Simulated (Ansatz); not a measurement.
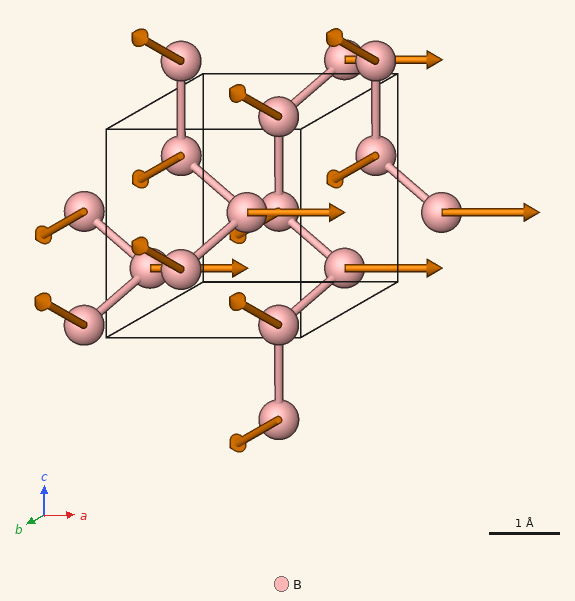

A relaxation of crystalline B (built on the trigonal selenium_152 type) (coarse preliminary run). The starting structure is drawn; orange arrows show the displacements (the part carried along by the change of the cell is left out), magnified 5 times.

A ball-and-stick model of the cell of the calculation, seen from a free direction.

Case: trigonal selenium type (P3_121, No. 152).

All numbers below come from DFT PBE, scalar-relativistic, plane waves, PAW in Ansatz. Settings: plane-wave cutoff 420 eV; k-point mesh 9 × 9 × 6; occupations gaussian; smearing width 0.1 eV; no spin polarisation; cell and atoms relaxed; force threshold 0.04 eV/Å; at most 70 steps.

Describe the change and its energy.

The largest moves relative to the cell, 0.28 Å, are those of B atoms. The volume changes by −6.0 %, with a = b 2.791 → 2.629 Å (−5.8 %), c 3.167 → 3.354 Å (+5.9 %). Some distances before and after: B–B 1.517 → 1.885 Å, B–B 2.196 → 1.885 Å. Bond angles that change, for instance: B–B–B 103.1° → 91.6°. The space group (tolerance 0.01 Å) goes from P3_121 (No. 152) to R-3m (No. 166). Over 6 accepted moves (8 points after the start) the energy falls by 522 meV per atom. The largest force component goes from 4.7 to 0.00015 eV/Å. Pressure: 36.54 GPa at the start and −0.13 GPa at the end. The line search rejected the trial step at point 6 of the run. The SCF was repeated once at an unchanged geometry on a basis and grid sized afresh for the cell, which shifted the energy by 0.1 meV per atom at most.
